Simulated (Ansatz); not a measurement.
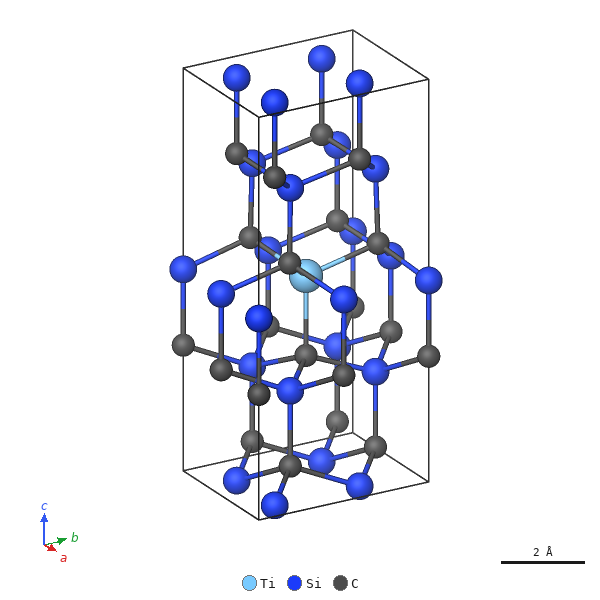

View slightly off an axis, drawn as a ball-and-stick model. The supercell is outlined; an atom on or near a face, edge or corner is repeated at each equivalent position. The host is SiC, in a cell of 32 sites, and the cell is neutral.

Question: Identify the point defect.

Answer: Titanium on a silicon site (a substitutional impurity). It is bonded to four C in a tetrahedral arrangement at about 2.0 Å.

Results below were computed with DFT LDA, scalar-relativistic, plane waves, PAW in Ansatz 0.2.0; the settings were plane waves to 420 eV, the zone sampled with 2×2×2 points, Gaussian smearing of 0.01 eV, collinear spins.

Question: Does a spin moment come with the defect?

Answer: No net moment.

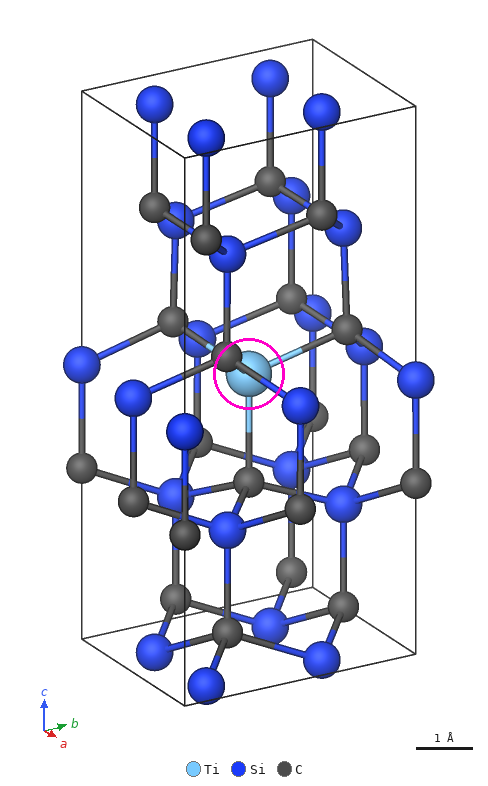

The same cell with a ring at the defect's site.

The atoms were relaxed in the host's cell with Ansatz, DFT LDA, scalar-relativistic, plane waves, PAW.
